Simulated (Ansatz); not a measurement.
## Geometry relaxation of Si$_{5}$O$_{12}$ (charge +2) (part 2 of 4)

Si$_{5}$O$_{12}$ (defect cell, 17 atoms in the cell, total charge +2); DFT PBE, scalar-relativistic, plane waves, PAW, PAW set soft_1, no spin polarisation (Ansatz 0.2.0); cutoff 420 eV, 2×2×2 k-mesh, Fermi–Dirac smearing of 0.02 eV. The structure derives from a Materials Project entry. It belongs to a series of runs on one base structure; here: end point B relaxed.

Geometry of the input (Å; fractional positions):
```
7.3006  0.0000  0.0000
-3.6503  6.3225  0.0000
0.0000  0.0000  7.0051
Si 0.5339  0.7669  0.4167
Si 0.2331  -0.2331  1.0833
Si 0.2331  0.4661  0.7500
Si 0.7669  0.2331  0.5833
Si 0.7669  0.5339  0.2500
O  0.6123  0.3877  0.0833
O  -0.0000  0.6829  0.1667
O  0.7753  0.3877  0.4167
O  0.6829  0.6829  0.3333
O  0.3171  0.3171  0.8333
O  0.6123  0.2247  0.7500
O  0.2247  0.6123  0.9167
O  0.3171  0.0000  0.0000
O  -0.0000  0.3171  0.6667
O  0.3877  0.7753  0.2500
O  0.3877  0.6123  0.5833
O  0.6829  0.0000  0.5000
```

### What the program printed, continued
```
relax step  27: F+E_penalty+E_count = -9991.06126177 eV  Δ(F+E_penalty+E_count) = -8.725e-1 eV  max|allowed force component| = 1.505e0 eV/Å  Δτ_max = 0.1947 Å  (10 SCF iters, dr2 threshold 1.00e-4 eV, accepted)
preconditioner: auto → Resta (q_TF=auto, 2.205 Å⁻¹)  ε∞=2.8  [insulator: Δε(μ)=0.667 eV  Ē_g=14.780 eV  σ=0.020 eV  W_gap=1.00  n_scr=70 (ndim 8)  ℏωp=19.6 eV  f_vac=0.362  D(μ)=0.00/eV (n_scr^D=0)  ε∞_Penn≈2.8  vacuum switching on, ρ_ref=1.6e-2 e/Å³]
preconditioner: auto → LDOS  [metal: Δε(μ)=0.017 eV  Ē_g=14.365 eV  σ=0.020 eV  W_gap=0.21  n_scr=70 (ndim 8)  ℏωp=19.4 eV  f_vac=0.362  D(μ)=17.42/eV (n_scr^D=162)  β→1.0]
  greatest PAW one-centre occupation: 0.882 electrons in one spin orbital (limit 2), on the O atom at site 12 (counted from 0), in its partial waves of l = 0
relax step  28: F+E_penalty+E_count = -9991.31091450 eV  Δ(F+E_penalty+E_count) = -2.497e-1 eV  max|allowed force component| = 1.792e0 eV/Å  Δτ_max = 0.1958 Å  (8 SCF iters, dr2 threshold 1.00e-4 eV, accepted)
preconditioner: auto → Resta (q_TF=auto, 2.205 Å⁻¹)  ε∞=2.8  [insulator: Δε(μ)=0.191 eV  Ē_g=14.690 eV  σ=0.020 eV  W_gap=0.98  n_scr=70 (ndim 8)  ℏωp=19.6 eV  f_vac=0.363  D(μ)=0.31/eV (n_scr^D=0)  ε∞_Penn≈2.8  vacuum switching on, ρ_ref=1.6e-2 e/Å³]
relax step  29: F+E_penalty+E_count = -9991.06209645 eV  Δ(F+E_penalty+E_count) = +2.488e-1 eV  max|allowed force component| = 2.794e0 eV/Å  Δτ_max = 0.1317 Å  (8 SCF iters, dr2 threshold 1.00e-4 eV, rejected (line search))
preconditioner: auto → Resta (q_TF=auto, 2.205 Å⁻¹)  ε∞=2.8  [insulator: Δε(μ)=0.481 eV  Ē_g=14.792 eV  σ=0.020 eV  W_gap=1.00  n_scr=70 (ndim 8)  ℏωp=19.6 eV  f_vac=0.360  D(μ)=0.00/eV (n_scr^D=0)  ε∞_Penn≈2.8]
preconditioner: auto → LDOS  [insulator: Δε(μ)=0.066 eV  Ē_g=14.387 eV  σ=0.020 eV  W_gap=0.68  n_scr=70 (ndim 8)  ℏωp=19.4 eV  f_vac=0.361  D(μ)=5.04/eV (n_scr^D=20)  ε∞_Penn≈2.8  β→1.0]
relax step  30: F+E_penalty+E_count = -9991.38748119 eV  Δ(F+E_penalty+E_count) = -7.657e-2 eV  max|allowed force component| = 1.375e0 eV/Å  Δτ_max = 0.0659 Å  (10 SCF iters, accepted)
preconditioner: auto → Resta (q_TF=auto, 2.205 Å⁻¹)  ε∞=2.8  [insulator: Δε(μ)=0.379 eV  Ē_g=14.413 eV  σ=0.020 eV  W_gap=1.00  n_scr=70 (ndim 8)  ℏωp=19.4 eV  f_vac=0.361  D(μ)=0.00/eV (n_scr^D=0)  ε∞_Penn≈2.8  vacuum switching on, ρ_ref=1.5e-2 e/Å³]
relax step  31: F+E_penalty+E_count = -9991.50624961 eV  Δ(F+E_penalty+E_count) = -1.188e-1 eV  max|allowed force component| = 6.295e-1 eV/Å  Δτ_max = 0.1000 Å  (7 SCF iters, dr2 threshold 1.00e-4 eV, accepted)
preconditioner: auto → Resta (q_TF=auto, 2.205 Å⁻¹)  ε∞=2.8  [insulator: Δε(μ)=0.363 eV  Ē_g=14.477 eV  σ=0.020 eV  W_gap=1.00  n_scr=70 (ndim 8)  ℏωp=19.4 eV  f_vac=0.362  D(μ)=0.01/eV (n_scr^D=0)  ε∞_Penn≈2.8  vacuum switching on, ρ_ref=1.5e-2 e/Å³]
relax step  32: F+E_penalty+E_count = -9991.53946771 eV  Δ(F+E_penalty+E_count) = -3.322e-2 eV  max|allowed force component| = 3.470e-1 eV/Å  Δτ_max = 0.0637 Å  (7 SCF iters, dr2 threshold 8.31e-5 eV, accepted)
preconditioner: auto → Resta (q_TF=auto, 2.205 Å⁻¹)  ε∞=2.8  [insulator: Δε(μ)=0.321 eV  Ē_g=14.452 eV  σ=0.020 eV  W_gap=1.00  n_scr=70 (ndim 8)  ℏωp=19.4 eV  f_vac=0.361  D(μ)=0.02/eV (n_scr^D=0)  ε∞_Penn≈2.8  vacuum switching on, ρ_ref=1.5e-2 e/Å³]
relax step  33: F+E_penalty+E_count = -9991.54068151 eV  Δ(F+E_penalty+E_count) = -1.214e-3 eV  max|allowed force component| = 1.477e-1 eV/Å  Δτ_max = 0.0680 Å  (6 SCF iters, dr2 threshold 2.52e-5 eV, accepted)
preconditioner: auto → Resta (q_TF=auto, 2.205 Å⁻¹)  ε∞=2.8  [insulator: Δε(μ)=0.341 eV  Ē_g=14.472 eV  σ=0.020 eV  W_gap=1.00  n_scr=70 (ndim 8)  ℏωp=19.4 eV  f_vac=0.361  D(μ)=0.01/eV (n_scr^D=0)  ε∞_Penn≈2.8  vacuum switching on, ρ_ref=1.5e-2 e/Å³]
relax step  34: F+E_penalty+E_count = -9991.55154950 eV  Δ(F+E_penalty+E_count) = -1.087e-2 eV  max|allowed force component| = 4.411e-2 eV/Å  Δτ_max = 0.0464 Å  (7 SCF iters, dr2 threshold 3.95e-6 eV, accepted)
preconditioner: auto → Resta (q_TF=auto, 2.205 Å⁻¹)  ε∞=2.8  [insulator: Δε(μ)=0.348 eV  Ē_g=14.467 eV  σ=0.020 eV  W_gap=1.00  n_scr=70 (ndim 8)  ℏωp=19.4 eV  f_vac=0.361  D(μ)=0.01/eV (n_scr^D=0)  ε∞_Penn≈2.8  vacuum switching on, ρ_ref=1.5e-2 e/Å³]
relax step  35: F+E_penalty+E_count = -9991.55190844 eV  Δ(F+E_penalty+E_count) = -3.589e-4 eV  max|allowed force component| = 1.872e-2 eV/Å  Δτ_max = 0.0048 Å  (7 SCF iters, accepted)
```

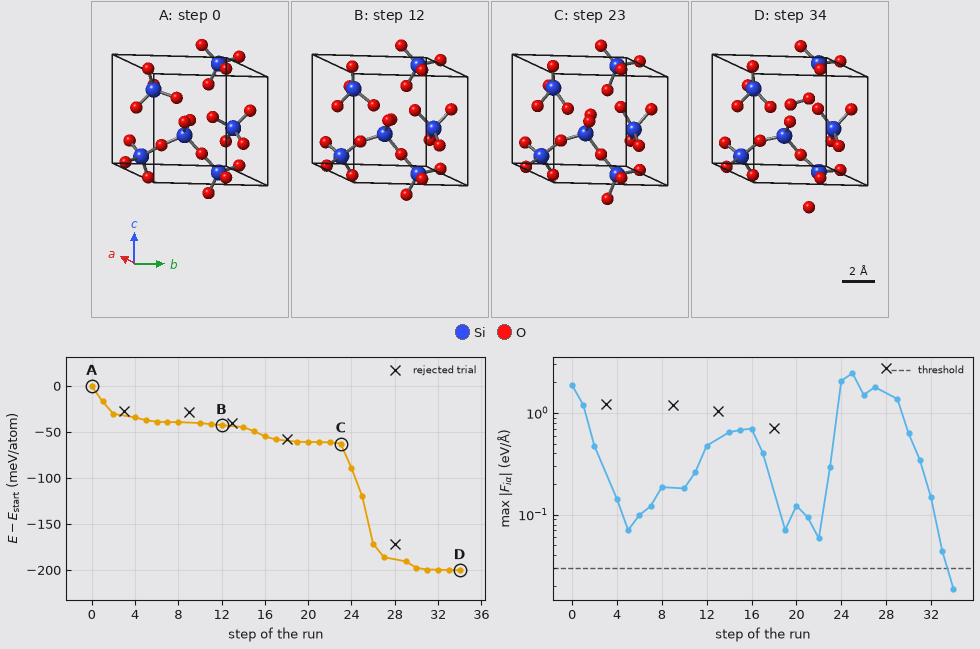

Figure 1. Frames of the relaxation (ball-and-stick view of the cell of the calculation (origin shifted), with bonded neighbours outside it, seen at an oblique angle) above the curves, on which the letters mark them (the first geometry is step 0 here and step 1 in the log).

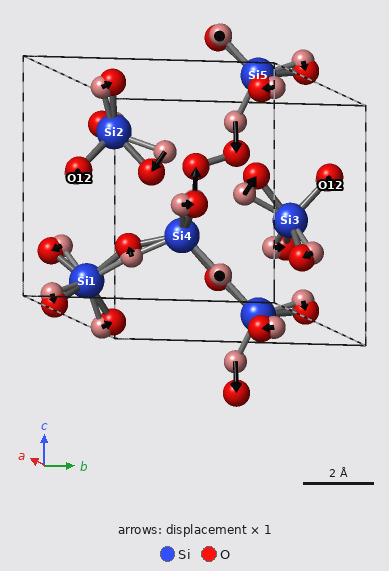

Figure 2. Start (faint) and end (solid) with the displacements as black arrows, at true length (ball-and-stick view of the cell of the calculation (origin shifted), with bonded neighbours outside it, seen at an oblique angle). Over 34 geometry steps the energy falls by 200 meV per atom. The largest force component goes from 1.9 to 0.019 eV/Å. The line search rejected the trial steps at points 3, 9, 13, 18, 28 (counted from 0) and went back. The largest moves, 0.98 Å, are those of O6 and O11. By element the largest moves are O 0.98 Å, Si 0.07 Å. The cell doesn't change. Among the contacts that change: O6–O11 2.621 → 1.252 Å, Si4–O11 1.604 → 2.340 Å, Si2–O12 1.604 → 1.682 Å, Si1–O17 1.603 → 1.658 Å. New bonds form: O6–O11 (2.62 → 1.25 Å). Bonds break: Si4–O11 (1.60 → 2.34 Å), Si5–O6 (1.60 → 2.34 Å). Among the angles that change: O12–Si2–O13 110.0° → 80.0°, Si1–O15–Si2 176.2° → 153.4°, Si4–O8–Si5 176.2° → 153.8°. (Atoms are counted from 1 in the order of the input.)

```
Free energy (F): -9991.551908 eV
Harris-Foulkes:  -9991.551908 eV  (|F-HF|=1.31e-8)
[...]
Internal energy: -9991.551874 eV  (E = F + TS)
E sigma→0 (E₀):  -9991.551891 eV
Entropy (-TS):   -0.000034 eV (-0.002 meV/atom)
Fermi energy:    -0.469419 eV
--- Per-component energies (eV) ---
  E_band       = -777.568467
  E_kinetic    = 2217.652514
  E_local      = -8206.422780  (includes V_loc(G=0)·N_el)
  E_nonlocal   = 730.139546
  E_hartree    = 3155.777562
  E_xc         = -1117.112716
  E_vxc        = -1303.071268  (∫ρ·V_xc dr)
  E_paw        = -4509.900527  (= ΣΔE_a)
  E_vpaw       = -527.428660  (= ΣTr[D̂ρ^β])
  E_aug_tail   = 0.009440  (compensation charges beyond the density's cutoff)
  E_ewald      = -2261.694913
  E_smearing   = -0.000034  (= −TS)
  E_closure    = -0.000000  (closes the sum)
  E_deformation_potential = 15.098949  (in the stress; not in F)
  Σ components = -9991.551908   (vs F -9991.551908, Δ=0.00e0)
--- Forces (eV/Å), atoms counted from 1 ---
  atom   1  Si    -0.00150832    -0.00087083     0.00000000
  atom   2  Si    -0.00577710    -0.00730353     0.00617134
  atom   3  Si    -0.00921360    -0.00135135    -0.00617134
  atom   4  Si     0.01738894     0.00470989     0.01871825
  atom   5  Si     0.01277335     0.01270432    -0.01871825
  atom   6  O      0.00578563    -0.01465241    -0.00413269
  atom   7  O     -0.00583199    -0.00372233     0.00992511
  atom   8  O     -0.00009724    -0.00005614     0.00000000
  atom   9  O      0.00247335     0.00016394    -0.00495353
  atom  10  O      0.00081789    -0.00242503     0.00827360
  atom  11  O     -0.00979654     0.01233671     0.00413269
  atom  12  O     -0.00031767    -0.00018340     0.00000000
  atom  13  O     -0.00169119     0.00192083    -0.00827360
  atom  14  O     -0.00613963    -0.00318949    -0.00992511
  atom  15  O      0.00069954    -0.00166291     0.00148081
  atom  16  O     -0.00109035     0.00143727    -0.00148081
  atom  17  O      0.00137865     0.00206001     0.00495353
  max |Σ_I F_I| component: 1.46e-4 eV/Å
--- Relaxed structure (35 steps of the walk, 30 accepted, 0 SCFs on fresh bases) ---
  F+E_penalty+E_count = -9991.55190844 eV   max|allowed force component| = 1.872e-2 eV/Å
  atoms:
    - { symbol: Si, position: [0.5316624082223242, 0.7658312041111621, 0.41666666666666663] }
    - { symbol: Si, position: [0.23816562930759183, -0.2319356210875969, 1.0913767484201704] }
    - { symbol: Si, position: [0.23816562930759166, 0.4701012503951883, 0.7419565849131629] }
    - { symbol: Si, position: [0.7640330117536183, 0.23014703048954055, 0.5780394692345401] }
    - { symbol: Si, position: [0.7640330117536183, 0.5338859812640776, 0.2552938640987931] }
    - { symbol: O, position: [0.6481720343012611, 0.4048549404642478, -0.05324548110025983] }
    - { symbol: O, position: [-0.008155588404646752, 0.6290586976869967, 0.16168574880260891] }
    - { symbol: O, position: [0.7057902377975501, 0.352895118898775, 0.41666666666666663] }
    - { symbol: O, position: [0.675836430480602, 0.6903430437232446, 0.2924589644689393] }
    - { symbol: O, position: [0.29029203471189974, 0.3541269905322256, 0.9143427222032436] }
    - { symbol: O, position: [0.6481720343012614, 0.2433170938370133, 0.8865788144335928] }
    - { symbol: O, position: [0.29874285416580715, 0.6493714270829036, 0.9166666666666665] }
    - { symbol: O, position: [0.2902920347118999, -0.06383495582032597, -0.08100938886991012] }
    - { symbol: O, position: [-0.008155588404646641, 0.3627857139083565, 0.6716475845307246] }
    - { symbol: O, position: [0.3904875627568325, 0.8174159079462442, 0.27166970334338864] }
    - { symbol: O, position: [0.3904875627568324, 0.5730716548105881, 0.5616636299899446] }
    - { symbol: O, position: [0.6758364304806023, -0.014506613242642562, 0.540874368864394] }
```

### Trajectory as extended XYZ (Å, eV, eV/Å), 35 frames, from step=1 to step=35
```
17
Lattice="7.3006 0.0000 0.0000 -3.6503 6.3225 0.0000 0.0000 0.0000 7.0051" Properties=species:S:1:pos:R:3:forces:R:3 step=1 energy=-9988.14952
Si    1.0980    4.8489    2.9188    0.0061   0.0035   0.0000
Si    2.5523   -1.4736    7.5889    0.4480  -0.7980   0.6283
Si    0.0000    2.9472    5.2538   -0.4671   0.7870  -0.6283
Si    4.7482    1.4736    4.0863    0.8307  -0.4041  -0.7650
Si    3.6503    3.3753    1.7513    0.0654   0.9214   0.7650
O     3.0552    2.4511    0.5838   -0.8238  -1.3954  -1.6898
O    -2.4928    4.3176    1.1675   -0.0384   0.0984   0.0069
O     4.2454    2.4511    2.9188    0.0739   0.0427   0.0000
O     2.4928    4.3176    2.3350    0.0628   0.0821  -0.0961
O     1.1575    2.0049    5.8376    1.5631  -1.0475   0.8370
O     3.6503    1.4204    5.2538   -1.6203  -0.0158   1.6898
O    -0.5951    3.8714    6.4214    0.0126   0.0073   0.0000
O     2.3150    0.0000    0.0000   -0.1256   1.8774  -0.8370
O    -1.1575    2.0049    4.6701    0.0660  -0.0825  -0.0069
O     0.0000    4.9021    1.7513   -0.1113   0.0132  -0.0628
O     0.5951    3.8714    4.0863   -0.0442  -0.1030   0.0628
O     4.9855    0.0000    3.5026    0.1025   0.0134   0.0961
17
Lattice="7.3006 0.0000 0.0000 -3.6503 6.3225 0.0000 0.0000 0.0000 7.0051" Properties=species:S:1:pos:R:3:forces:R:3 step=2 energy=-9988.43497
Si    1.0942    4.8467    2.9188    0.0438   0.0253   0.0000
Si    2.5530   -1.4503    7.5779    0.2379  -0.5847   0.4672
Si    0.0205    2.9361    5.2648   -0.3874   0.4984  -0.4672
Si    4.7353    1.4722    4.1084    0.6266  -0.2316  -0.6102
Si    3.6426    3.3648    1.7292    0.1128   0.6585   0.6102
O     3.0447    2.4163    0.5468   -0.5257  -0.9440  -1.1267
O    -2.4991    4.3239    1.1486   -0.0637   0.0141  -0.0312
O     4.2387    2.4472    2.9188    0.0316   0.0183   0.0000
O     2.4865    4.3120    2.3198    0.0442   0.0165  -0.1556
O     1.2017    1.9973    5.8692    1.0420  -0.5924   0.5419
O     3.6149    1.4287    5.2908   -1.0804   0.0167   1.1267
O    -0.5804    3.8799    6.4214    0.0390   0.0225   0.0000
O     2.3306    0.0420   -0.0316    0.0079   1.1986  -0.5419
O    -1.1552    1.9963    4.6890   -0.0197  -0.0622   0.0312
O    -0.0074    4.9146    1.7508   -0.1279   0.0538  -0.0371
O     0.6022    3.8587    4.0868   -0.0173  -0.1376   0.0371
O     4.9775   -0.0026    3.5178    0.0364   0.0300   0.1556
17
Lattice="7.3006 0.0000 0.0000 -3.6503 6.3225 0.0000 0.0000 0.0000 7.0051" Properties=species:S:1:pos:R:3:forces:R:3 step=3 energy=-9988.66288
Si    1.0834    4.8405    2.9188    0.2428   0.1402   0.0000
Si    2.5526   -1.4135    7.5611   -0.0859  -0.3823   0.1714
Si    0.0522    2.9174    5.2816   -0.3741   0.1167  -0.1714
Si    4.7080    1.4742    4.1506    0.3362  -0.0359  -0.4722
Si    3.6307    3.3401    1.6870    0.1370   0.3091   0.4722
O     3.0380    2.3308    0.4729   -0.0504  -0.0541  -0.0825
O    -2.5147    4.3299    1.1112   -0.0031  -0.0436  -0.1656
O     4.2275    2.4408    2.9188   -0.0593  -0.0342   0.0000
O     2.4726    4.2946    2.2845   -0.1653  -0.0247  -0.1852
O     1.2973    2.0122    5.9280    0.0759   0.0291   0.0199
O     3.5375    1.4656    5.3647   -0.0720  -0.0166   0.0825
O    -0.5539    3.8952    6.4214    0.0850   0.0491   0.0000
O     2.3913    0.1174   -0.0904    0.0631   0.0512  -0.0199
O    -1.1578    1.9797    4.7264   -0.0393   0.0191   0.1656
O    -0.0290    4.9347    1.7539   -0.0645   0.1279   0.1070
O     0.6088    3.8300    4.0837    0.0785  -0.1198  -0.1070
O     4.9555   -0.0059    3.5531   -0.1041  -0.1308   0.1852
17
Lattice="7.3006 0.0000 0.0000 -3.6503 6.3225 0.0000 0.0000 0.0000 7.0051" Properties=species:S:1:pos:R:3:forces:R:3 step=4 energy=-9988.60269 accepted=F
Si    1.0771    4.8368    2.9188   -0.2680  -0.1547   0.0000
Si    2.5590   -1.4779    7.5940   -0.1022   1.2170  -0.3995
Si   -0.0004    2.9551    5.2488    1.0028  -0.6970   0.3995
Si    4.7616    1.4490    4.0855   -0.8937   0.3811   0.9749
Si    3.6356    3.3992    1.7521   -0.1168  -0.9645  -0.9749
O     3.0309    2.3295    0.4883    0.1806   0.3168   0.3230
O    -2.5354    4.3234    1.0670   -0.1170  -0.0677  -0.0337
O     4.2236    2.4385    2.9188    0.0620   0.0358   0.0000
O     2.4228    4.3141    2.2104   -0.1308   0.3018   0.0417
O     1.3351    2.0811    5.9197   -0.3523   0.1741  -0.1614
O     3.5329    1.4601    5.3493    0.3646  -0.0020  -0.3230
O    -0.4915    3.9312    6.4214    0.0319   0.0184   0.0000
O     2.4698    0.1157   -0.0821   -0.0254  -0.3921   0.1614
O    -1.1737    1.9651    4.7706   -0.1171  -0.0675   0.0337
O    -0.1080    4.9855    1.8310    0.1797   0.0172   0.2722
O     0.6133    3.7362    4.0066    0.1048   0.1470  -0.2722
O     4.9475   -0.0589    3.6272    0.1960  -0.2642  -0.0417
17
Lattice="7.3006 0.0000 0.0000 -3.6503 6.3225 0.0000 0.0000 0.0000 7.0051" Properties=species:S:1:pos:R:3:forces:R:3 step=5 energy=-9988.72957
Si    1.0852    4.8415    2.9188   -0.0288  -0.0166   0.0000
Si    2.5543   -1.4314    7.5727   -0.0018   0.1337   0.0088
Si    0.0375    2.9278    5.2700    0.1149  -0.0684  -0.0088
Si    4.7251    1.4670    4.1308   -0.1193   0.0789   0.0332
Si    3.6330    3.3586    1.7068    0.0086  -0.1428  -0.0332
O     3.0379    2.3282    0.4769    0.0320   0.0744   0.0631
O    -2.5232    4.3233    1.0848   -0.0329  -0.0472  -0.0918
O     4.2241    2.4388    2.9188   -0.0050  -0.0029   0.0000
O     2.4480    4.2987    2.2453   -0.0214   0.0808  -0.1310
O     1.3108    2.0340    5.9264   -0.0721   0.0960  -0.0421
O     3.5352    1.4668    5.3607    0.0804  -0.0094  -0.0631
O    -0.5194    3.9151    6.4214    0.0819   0.0473   0.0000
O     2.4169    0.1182   -0.0888    0.0470  -0.1105   0.0421
O    -1.1678    1.9757    4.7528   -0.0573  -0.0049   0.0918
O    -0.0625    4.9650    1.7911   -0.1010   0.0761   0.0262
O     0.6183    3.7858    4.0465    0.0154  -0.1255  -0.0262
O     4.9468   -0.0293    3.5923    0.0593  -0.0589   0.1310
17
Lattice="7.3006 0.0000 0.0000 -3.6503 6.3225 0.0000 0.0000 0.0000 7.0051" Properties=species:S:1:pos:R:3:forces:R:3 step=6 energy=-9988.78114
Si    1.0840    4.8408    2.9188   -0.0400  -0.0231   0.0000
Si    2.5629   -1.4288    7.5778   -0.0391   0.0491   0.0227
Si    0.0440    2.9339    5.2649    0.0229  -0.0584  -0.0227
Si    4.7156    1.4656    4.1383   -0.0277  -0.0031   0.0678
Si    3.6271    3.3510    1.6993   -0.0166  -0.0224  -0.0678
O     3.0276    2.3175    0.4720    0.0229   0.0408   0.0693
O    -2.5211    4.2847    1.0354    0.0334  -0.0705  -0.0530
O     4.2095    2.4304    2.9188   -0.0140  -0.0081   0.0000
O     2.4310    4.3223    2.1796    0.0187   0.0374  -0.0472
O     1.3196    2.0503    5.9284   -0.0567   0.0009  -0.0060
O     3.5208    1.4632    5.3656    0.0468  -0.0006  -0.0693
O    -0.4328    3.9651    6.4214    0.0690   0.0398   0.0000
O     2.4354    0.1177   -0.0908   -0.0276  -0.0496   0.0060
O    -1.2002    1.9967    4.8022   -0.0444   0.0642   0.0530
O    -0.1176    5.0168    1.8469   -0.0041   0.0196   0.0281
O     0.6356    3.7122    3.9907    0.0149  -0.0133  -0.0281
O     4.9587   -0.0559    3.6580    0.0417  -0.0025   0.0472
```
